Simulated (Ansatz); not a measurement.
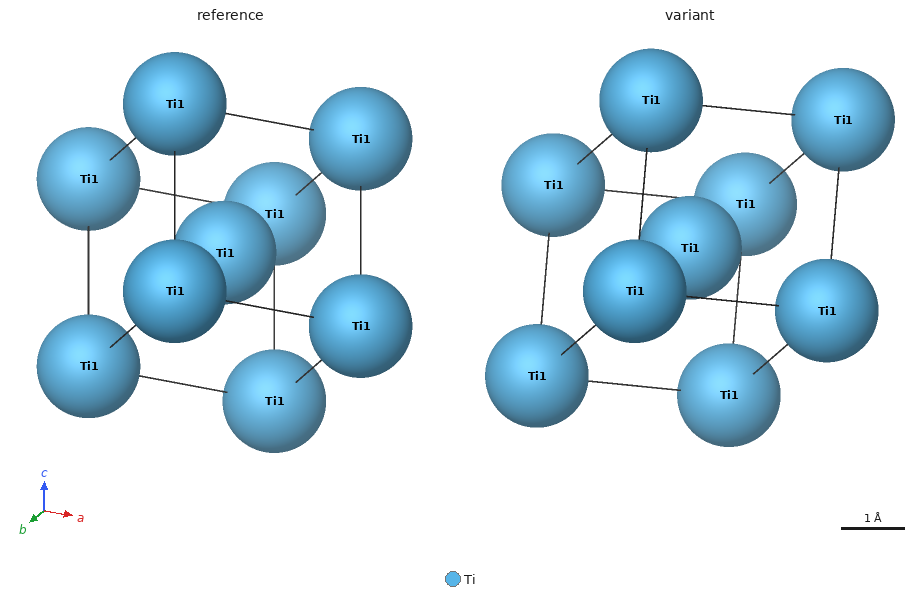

Left: a symmetric starting cell of Ti. Right: the same structure after one change, at the same scale. The picture is a spheres-only view of the conventional cell (2 times the calculation's cell), seen from a free direction. Lengths and directions refer to the drawn axes.

The calculation used DFT PBE, scalar-relativistic, plane waves, PAW in Ansatz. Set-up: plane-wave cutoff 420 eV; k-point mesh 18 × 18 × 18; occupations gaussian; smearing width 0.1 eV; no spin polarisation.

### What distinguishes the right structure from the left one?

The cell is strained by +12.5 % along [1 −1 1] and −5.5 % across it (volume +0.6 %), the atoms keeping their fractional coordinates. No relaxation follows. The starting cell wasn't computed here and needn't be at equilibrium, so pressure and forces aren't due to the change alone.

### And its effect?

The pressure is −2.6 GPa (not all of it need come from the change, since the unchanged cell can be under pressure at this level too). The principal stresses (compression positive) are −13.0 GPa along [1 −1 1] and 2.6 GPa across it. All forces vanish by symmetry. Near-neighbour distances before and after: Ti–Ti 2.842 → 2.749 to 3.199 Å. The space group (tolerance 0.01 Å) goes from Im-3m (No. 229) to R-3m (No. 166).
